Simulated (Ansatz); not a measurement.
## Run report: Zr$_{8}$O$_{15}$ (charge +1), geometry relaxation (part 2 of 3)

Continued. System: Zr$_{8}$O$_{15}$ (defect cell, 23 atoms in the cell, total charge +1). Method: DFT PBE, scalar-relativistic, plane waves, PAW, spin-polarised (Ansatz 0.2.0); cutoff 420 eV, 2×2×2 k-mesh, Gaussian smearing of 0.02 eV, collinear spins. The structure derives from a Materials Project entry. It belongs to a series of runs on one base structure; here: V_O, charge +1, atoms relaxed at the host's cell.

Geometry of the input (Å; fractional positions):
```
-4.2974  0.0000  -5.2918
5.1896  5.2421  -0.0120
5.1896  -5.2421  -0.0120
Zr 0.2118  0.4456  0.4916
Zr 0.2115  0.9451  0.9891
Zr 0.7123  0.4917  0.9466
Zr 0.7108  0.9888  0.4440
Zr 0.2894  0.0103  0.5551
Zr 0.2903  0.5122  0.0561
Zr 0.7890  0.0543  0.0094
Zr 0.7888  0.5536  0.5079
O  0.1472  0.1940  0.0130
O  0.6395  0.0092  0.6899
O  0.6526  0.5232  0.1970
O  0.9749  0.3890  0.1337
O  0.9797  0.8853  0.6260
O  0.5279  0.3668  0.6142
O  0.5272  0.8687  0.1121
O  0.4751  0.1333  0.8902
O  0.4715  0.6377  0.3908
O  0.0258  0.1112  0.3668
O  0.0272  0.6111  0.8703
O  0.3545  0.4902  0.8067
O  0.3478  0.9774  0.3058
O  0.8531  0.8082  0.9801
O  0.8552  0.3100  0.4811
```

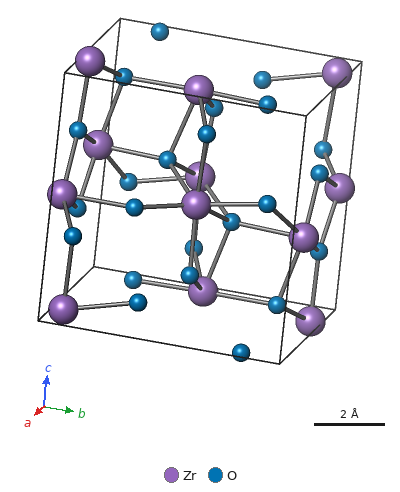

The geometry at step 4 of the log (ball-and-stick view of the cell of the calculation, seen slightly off an axis).

**Output, continued**
```
relax step   1: F+E_penalty+E_count = -42033.62508615 eV  Δ(F+E_penalty+E_count) = +0.000e0 eV  max|allowed force component| = 1.518e0 eV/Å  Δτ_max = 0.0000 Å  (11 SCF iters, dr2 threshold 2.25e-5 eV, accepted)
Initial density: handed on by an earlier stage of this run
Starting moments: Σ|m| = 0.999 μB on 3 of 23 sites; this step starts from the density that it was given
Initial wavefunctions: those handed on with the density
iter 1 solved again at ethr=2.75e-4 eV; its pass at ethr=3.10e-3 eV (dr2=5.09e-1 eV) is discarded
SCF iter   1: F=—  HF=-42033.934379 eV  |F-HF|=—  |Δ(HF+E_count)|=         —  Δρ=7.49e-3 (↑6.18e-3 ↓7.49e-3)  dr2=5.15e-1  dr2_m=3.78e-3  M=-0.000 μB ∫|m|=0.028 μB  β_m=0.30  ethr=2.75e-4  ⟨swp⟩=1.1  Hψ=3356  notcnv=0  defer=130
preconditioner: auto → Resta (q_TF=auto, 2.534 Å⁻¹)  ε∞=5.8  [insulator: Δε(μ)=0.156 eV  Ē_g=10.997 eV  σ=0.020 eV  W_gap=1.00  n_scr=74 (ndim 8)  ℏωp=24.0 eV  f_vac=0.034  D(μ)=0.00/eV (n_scr^D=0)  ε∞_Penn≈5.8]
spin=Collinear: Resta preconditioning applied to the charge; magnetization (m = ρ↑ − ρ↓) channel mixes plain (no charge-response kernel on spin).
SCF iter   2: F=—  HF=-42033.858976 eV  |F-HF|=—  |Δ(HF+E_count)|=   7.54e-2  Δρ=4.65e-3 (↑3.63e-3 ↓4.65e-3)  dr2=1.71e-1  dr2_m=2.04e-3  M=-0.000 μB ∫|m|=0.021 μB  β_m=0.47  ethr=2.75e-4  ⟨swp⟩=2.0  Hψ=1286  notcnv=0  defer=130
SCF iter   3: F=—  HF=-42033.826176 eV  |F-HF|=—  |Δ(HF+E_count)|=   3.28e-2  Δρ=1.43e-3 (↑1.16e-3 ↓1.43e-3)  dr2=1.44e-2  dr2_m=2.68e-4  M=-0.000 μB ∫|m|=0.009 μB  β_m=0.54  ethr=9.24e-5  ⟨swp⟩=3.5  Hψ=1704  notcnv=0  defer=138
SCF iter   4: F=—  HF=-42033.825284 eV  |F-HF|=—  |Δ(HF+E_count)|=   8.92e-4  Δρ=3.23e-4 (↑3.23e-4 ↓3.16e-4)  dr2=1.06e-3  dr2_m=1.02e-5  M=-0.000 μB ∫|m|=0.002 μB  β_m=0.72  ethr=7.79e-6  ⟨swp⟩=2.0  Hψ=1450  notcnv=0  defer=138
SCF iter   5: F=—  HF=-42033.825500 eV  |F-HF|=—  |Δ(HF+E_count)|=   2.16e-4  Δρ=1.75e-4 (↑1.75e-4 ↓1.74e-4)  dr2=3.18e-4  dr2_m=3.34e-8  M=-0.000 μB ∫|m|=0.000 μB  β_m=0.65  ethr=5.72e-7  ⟨swp⟩=2.0  Hψ=1337  notcnv=0  defer=138
SCF iter   6: F=-42033.825487 eV  HF=-42033.825479 eV  |F-HF|=8.03e-6  |Δ(HF+E_count)|=   2.07e-5  Δρ=5.27e-5 (↑5.11e-5 ↓5.27e-5)  dr2=3.32e-5  dr2_m=1.55e-7  M=0.000 μB ∫|m|=0.000 μB  ethr=5.41e-8  ⟨swp⟩=16.0  Hψ=7882  notcnv=0
the starting moments were not kept: the SCF closed with an absolute magnetisation of 1.9e-4 μB, where they sum to 0.999 μB in size (3 sites). That is at most 0.1 of that sum. Measured as dr2_m measures the in/out step, that magnetisation stands 3.3e-9 eV from none, at or under the dr2_threshold of 1.0e-4 eV: it is no larger than a step whose dr2_m would equal this threshold.
SCF 2 converged in 6 iterations: F = -42033.825487 eV  dr2 = 3.32e-5
[... from here on the iterations of each SCF are left out, up to the last one ...]
relax step   2: F+E_penalty+E_count = -42033.82548711 eV  Δ(F+E_penalty+E_count) = -2.004e-1 eV  max|allowed force component| = 1.389e0 eV/Å  Δτ_max = 0.1456 Å  (6 SCF iters, dr2 threshold 1.00e-4 eV, accepted)
preconditioner: auto → Resta (q_TF=auto, 2.534 Å⁻¹)  ε∞=3.9  [insulator: Δε(μ)=0.237 eV  Ē_g=16.624 eV  σ=0.020 eV  W_gap=1.00  n_scr=74 (ndim 8)  ℏωp=28.4 eV  f_vac=0.033  D(μ)=0.00/eV (n_scr^D=0)  ε∞_Penn≈3.9]
spin=Collinear: Resta preconditioning applied to the charge; magnetization (m = ρ↑ − ρ↓) channel mixes plain (no charge-response kernel on spin).
the starting moments were not kept: the SCF closed with an absolute magnetisation of 9.7e-5 μB, where they sum to 0.999 μB in size (3 sites). That is at most 0.1 of that sum. Measured as dr2_m measures the in/out step, that magnetisation stands 8.5e-10 eV from none, at or under the dr2_threshold of 1.0e-4 eV: it is no larger than a step whose dr2_m would equal this threshold.
SCF 3 converged in 6 iterations: F = -42033.983319 eV  dr2 = 9.32e-6
relax step   3: F+E_penalty+E_count = -42033.98331935 eV  Δ(F+E_penalty+E_count) = -1.578e-1 eV  max|allowed force component| = 2.250e-1 eV/Å  Δτ_max = 0.0743 Å  (6 SCF iters, dr2 threshold 1.00e-4 eV, accepted)
preconditioner: auto → Resta (q_TF=auto, 2.534 Å⁻¹)  ε∞=3.9  [insulator: Δε(μ)=0.243 eV  Ē_g=16.627 eV  σ=0.020 eV  W_gap=1.00  n_scr=74 (ndim 8)  ℏωp=28.4 eV  f_vac=0.034  D(μ)=0.00/eV (n_scr^D=0)  ε∞_Penn≈3.9]
spin=Collinear: Resta preconditioning applied to the charge; magnetization (m = ρ↑ − ρ↓) channel mixes plain (no charge-response kernel on spin).
the starting moments were not kept: the SCF closed with an absolute magnetisation of 2.4e-5 μB, where they sum to 0.999 μB in size (3 sites). That is at most 0.1 of that sum. Measured as dr2_m measures the in/out step, that magnetisation stands 5.0e-11 eV from none, at or under the dr2_threshold of 3.2e-6 eV: it is no larger than a step whose dr2_m would equal this threshold.
SCF 4 converged in 6 iterations: F = -42033.988145 eV  dr2 = 3.11e-6
relax step   4: F+E_penalty+E_count = -42033.98814482 eV  Δ(F+E_penalty+E_count) = -4.825e-3 eV  max|allowed force component| = 1.368e-1 eV/Å  Δτ_max = 0.1072 Å  (6 SCF iters, dr2 threshold 3.16e-6 eV, accepted)
preconditioner: auto → Resta (q_TF=auto, 2.534 Å⁻¹)  ε∞=3.9  [insulator: Δε(μ)=0.244 eV  Ē_g=16.626 eV  σ=0.020 eV  W_gap=1.00  n_scr=74 (ndim 8)  ℏωp=28.4 eV  f_vac=0.033  D(μ)=0.00/eV (n_scr^D=0)  ε∞_Penn≈3.9]
spin=Collinear: Resta preconditioning applied to the charge; magnetization (m = ρ↑ − ρ↓) channel mixes plain (no charge-response kernel on spin).
the starting moments were not kept: the SCF closed with an absolute magnetisation of 7.3e-6 μB, where they sum to 0.999 μB in size (3 sites). That is at most 0.1 of that sum. Measured as dr2_m measures the in/out step, that magnetisation stands 5.8e-12 eV from none, at or under the dr2_threshold of 1.2e-6 eV: it is no larger than a step whose dr2_m would equal this threshold.
SCF 5 converged in 6 iterations: F = -42033.997796 eV  dr2 = 9.94e-7
relax step   5: F+E_penalty+E_count = -42033.99779619 eV  Δ(F+E_penalty+E_count) = -9.651e-3 eV  max|allowed force component| = 1.695e-2 eV/Å  Δτ_max = 0.0641 Å  (6 SCF iters, dr2 threshold 1.17e-6 eV, accepted)
iter 1 solved again at ethr=5.37e-10 eV; its pass at ethr=3.10e-3 eV (dr2=9.94e-7 eV) is discarded
SCF iter   1: F=—  HF=-42033.997797 eV  |F-HF|=—  |Δ(HF+E_count)|=         —  Δρ=1.04e-5 (↑1.04e-5 ↓1.04e-5)  dr2=9.94e-7  dr2_m=2.68e-10  M=0.000 μB ∫|m|=0.000 μB  β_m=0.30  ethr=5.37e-10  ⟨swp⟩=1.0  Hψ=2208  notcnv=0
preconditioner: auto → Resta (q_TF=auto, 2.534 Å⁻¹)  ε∞=3.9  [insulator: Δε(μ)=0.244 eV  Ē_g=16.625 eV  σ=0.020 eV  W_gap=1.00  n_scr=74 (ndim 8)  ℏωp=28.4 eV  f_vac=0.033  D(μ)=0.00/eV (n_scr^D=0)  ε∞_Penn≈3.9]
spin=Collinear: Resta preconditioning applied to the charge; magnetization (m = ρ↑ − ρ↓) channel mixes plain (no charge-response kernel on spin).
SCF iter   2: F=—  HF=-42033.997797 eV  |F-HF|=—  |Δ(HF+E_count)|=   3.13e-8  Δρ=4.67e-6 (↑4.66e-6 ↓4.67e-6)  dr2=2.04e-7  dr2_m=1.47e-10  M=0.000 μB ∫|m|=0.000 μB  β_m=0.38  ethr=5.37e-10  ⟨swp⟩=2.0  Hψ=1122  notcnv=0
SCF iter   3: F=-42033.997797 eV  HF=-42033.997797 eV  |F-HF|=1.02e-7  |Δ(HF+E_count)|=   1.21e-7  Δρ=2.66e-6 (↑2.66e-6 ↓2.66e-6)  dr2=8.18e-8  dr2_m=4.66e-11  M=0.000 μB ∫|m|=0.000 μB  ethr=5.41e-11  ⟨swp⟩=7.0  Hψ=4768  notcnv=0
the starting moments were not kept: the SCF closed with an absolute magnetisation of 3.2e-6 μB, where they sum to 0.999 μB in size (3 sites). That is at most 0.1 of that sum. Measured as dr2_m measures the in/out step, that magnetisation stands 1.0e-12 eV from none, at or under the dr2_threshold of 1.0e-7 eV: it is no larger than a step whose dr2_m would equal this threshold.
SCF 6 converged in 3 iterations: F = -42033.997797 eV  dr2 = 8.18e-8
relax step   6: F+E_penalty+E_count = -42033.99779674 eV  Δ(F+E_penalty+E_count) = -5.473e-7 eV  max|allowed force component| = 1.698e-2 eV/Å  Δτ_max = 0.0000 Å  (3 SCF iters, accepted)
SCF converged after 3 iterations
Magnetization: 0.0000 μB (92.5000 up, 92.5000 down)
Absolute magnetization: 0.0000 μB (∫|ρ↑−ρ↓|, with the PAW one-centre terms)
Spin contamination: 0.0000 ħ² per cell (⟨S²⟩ above its minimum at these occupations)
Per-site moments (μB) at R_I (Å): [(2.0476739278370812e-8, 0.8488168311140406), (5.186981244790157e-10, 0.8524559379336429), (5.069370278124736e-9, 0.8457217196128303), (-5.021159155382355e-9, 0.8679336304854496), (4.364363173900527e-9, 0.8601949376872375), (1.1346549519962055e-8, 0.8500740759052104), (-6.946992783064969e-9, 0.8540091785919345), (-1.9993254224933835e-8, 0.8503909495538736), (5.300056491552972e-9, 0.8500740759052104), (1.0754543366846931e-8, 0.8540091785919345), (-4.290826300477145e-8, 0.8457217196128303), (1.5076959539858782e-8, 0.8953544735692406), (-5.7531450892552324e-8, 0.8756281636660506), (1.6955550124861572e-8, 0.8735065243247524), (-2.110994826157142e-8, 0.8822233403596635), (2.3320716770345228e-8, 0.8857747148052257), (-3.936261292593671e-8, 0.8891415799432822), (5.2008226905790765e-9, 0.8634610982003642), (9.791536339730777e-9, 0.8924400965641137), (-6.21998182369629e-8, 0.8488168311140406), (-7.591489758838593e-9, 0.8524559379336429), (-1.3342529874911607e-9, 0.8458480012482963), (3.637206778864978e-8, 0.8503909495538736)]
Free energy (F): -42033.997797 eV
Harris-Foulkes:  -42033.997797 eV  (|F-HF|=1.02e-7)
Internal energy: -42033.997797 eV  (E = F + TS)
E sigma→0 (E₀):  -42033.997797 eV
Fermi energy:    12.694383 eV
--- Per-component energies (eV) ---
  E_band       = -868.279033
  E_kinetic    = 5288.753630
  E_local      = -10508.906889  (includes V_loc(G=0)·N_el)
  E_nonlocal   = 1322.112921
  E_hartree    = 3568.196773
  E_xc         = -2404.505540
  E_vxc        = -2945.112389  (∫ρ·V_xc dr)
  E_paw        = -25990.498165  (= ΣΔE_a)
  E_vpaw       = -1161.552464  (= ΣTr[D̂ρ^β])
  E_aug_tail   = 0.037210  (compensation charges beyond the density's cutoff)
  E_ewald      = -13309.187736
  E_smearing   = -0.000000  (= −TS)
  E_closure    = 0.000000  (closes the sum)
  E_deformation_potential = 19.455245  (in the stress; not in F)
  Σ components = -42033.997797   (vs F -42033.997797, Δ=0.00e0)
--- Forces (eV/Å), atoms counted from 1 ---
  atom   1  Zr    -0.01216466     0.00487131     0.00100095
  atom   2  Zr    -0.00030895    -0.00784081     0.01451725
  atom   3  Zr    -0.00724059     0.00800664    -0.00277868
  atom   4  Zr     0.00340177    -0.01305502     0.00249041
  atom   5  Zr    -0.00264749     0.00192678     0.00796410
  atom   6  Zr    -0.00133631    -0.01065923    -0.00645485
  atom   7  Zr     0.00502258     0.00458195     0.00007044
  atom   8  Zr    -0.00536617     0.00915321    -0.01607953
  atom   9  O     -0.00304353     0.00500236    -0.00030971
  atom  10  O     -0.00343721     0.00138720     0.00134459
  atom  11  O      0.00422157    -0.00290973    -0.00395808
  atom  12  O     -0.00826491     0.00203626     0.00126375
  atom  13  O      0.00279840    -0.00157914     0.00783447
  atom  14  O      0.01584736    -0.00269711    -0.00681426
  atom  15  O      0.00029354     0.00087257     0.00135191
  atom  16  O     -0.00903205    -0.00002370     0.00246756
  atom  17  O      0.01697581     0.00303030     0.00521707
  atom  18  O      0.00477813    -0.00943646    -0.00765887
  atom  19  O      0.00607164     0.00519272    -0.00535606
  atom  20  O     -0.00110222    -0.00395002    -0.00791665
  atom  21  O     -0.00326155     0.00945316    -0.00037105
  atom  22  O     -0.00436047    -0.00155020     0.00028794
  atom  23  O      0.00213343    -0.00193915     0.01190762
  max |Σ_I F_I| component: 1.26e-4 eV/Å
--- Charged-cell corrections in eV (Makov–Payne, q = +1.000 e, ε = [[24.654, 0.000, 1.482], [0.000, 22.867, 0.000], [1.482, 0.000, 18.494]]) ---
  F (periodic)     = -42033.997797  (uncorrected; the corrections below are reported, never added to it)
  E_corr1          = +0.143623  (monopole, q²α_M/2ε̄L, of the cell on which ε is isotropic)
  F Makov-Payne    = -42033.854173  (F + E_corr1; no measured alignment; for a localised charge, not one spread in a band: unchecked)
  no potential alignment in this run, which stands beside a crystal: run the host's input off ansatz write-host-input, and read the two finished runs by ansatz place-levels (neither reads a slab, a wire or a sheet, whose cell leaves a vacuum)
--- Band table (eV; the first three rows and the last of 8) ---
  k-point 0 ↑: bands = ["-37.8337", "-37.6895", "-37.6742", "-37.6677", "-37.6525", "-37.6431", "-37.6326", "-37.4891", "-16.2081", "-16.1566", "-16.1166", "-16.0958", "-16.0609", "-16.0400", "-16.0062", "-15.9874", "-15.9763", "-15.9582", "-15.9044", "-15.8624", "-15.7632", "-15.7318", "-15.7056", "-15.6965", "-15.6828", "-15.6444", "-15.6333", "-15.6199", "-15.6060", "-15.5762", "-15.5612", "-15.5291", "-6.9559", "-6.8622", "-6.7499", "-6.6980", "-6.5500", "-6.4442", "-6.3731", "-6.3236", "-6.0543", "-6.0447", "-5.9892", "-5.9159", "-5.8841", "-5.8160", "-5.7810", "5.4211", "5.4584", "5.5527", "5.5845", "5.8805", "5.9119", "5.9945", "6.0671", "6.1245", "6.1901", "6.2572", "6.3156", "6.3906", "6.4730", "6.5493", "6.7682", "6.8048", "6.8892", "6.9970", "7.1050", "7.1748", "7.3164", "7.4525", "7.4805", "7.7022", "7.8560", "7.9187", "8.0486", "8.0955", "8.1630", "8.2375", "8.3973", "8.4860", "8.5578", "8.7110", "8.7825", "8.8264", "8.9082", "8.9591", "9.0345", "9.0911", "9.2099", "9.2595", "9.3058", "9.4471", "12.8166", "13.6997", "13.8631", "14.0955", "14.1517", "14.3792", "14.5049", "14.6034", "14.6818", "14.8724", "14.9599", "15.0971", "15.1829", "15.2830", "15.3646", "15.4521", "15.5628", "15.6598", "15.7023", "15.7590", "15.9853", "16.1446", "16.3671", "16.6923"]
  k-point 1 ↑: bands = ["-37.8339", "-37.6929", "-37.6729", "-37.6628", "-37.6547", "-37.6431", "-37.6330", "-37.4890", "-16.2612", "-16.1867", "-16.1573", "-16.1308", "-16.1090", "-16.0879", "-16.0429", "-15.9738", "-15.9339", "-15.8739", "-15.8178", "-15.7811", "-15.7436", "-15.7256", "-15.7102", "-15.6987", "-15.6862", "-15.6596", "-15.6328", "-15.6283", "-15.5916", "-15.5865", "-15.5640", "-15.5135", "-7.1837", "-7.0080", "-6.7262", "-6.6131", "-6.5562", "-6.4887", "-6.4382", "-6.3801", "-6.0264", "-5.9772", "-5.9009", "-5.8874", "-5.8110", "-5.7582", "-5.6709", "5.3810", "5.4920", "5.5355", "5.6114", "5.6364", "5.7379", "5.7833", "5.9667", "5.9924", "6.0815", "6.2297", "6.3203", "6.4464", "6.5408", "6.6178", "6.7297", "6.8473", "6.9450", "7.1479", "7.3597", "7.4328", "7.4712", "7.5381", "7.6634", "7.7503", "7.8787", "7.9874", "7.9984", "8.1415", "8.2166", "8.2869", "8.3245", "8.4269", "8.5299", "8.5523", "8.6763", "8.7083", "8.8331", "8.8810", "9.0263", "9.1273", "9.2133", "9.3814", "9.4036", "9.5585", "12.8231", "13.6065", "13.9952", "14.1268", "14.1811", "14.2381", "14.4368", "14.4917", "14.6366", "14.7440", "14.9816", "15.0199", "15.1795", "15.1876", "15.3403", "15.4480", "15.5818", "15.6553", "15.7343", "15.8623", "15.9627", "16.0903", "16.3129", "16.4498"]
```
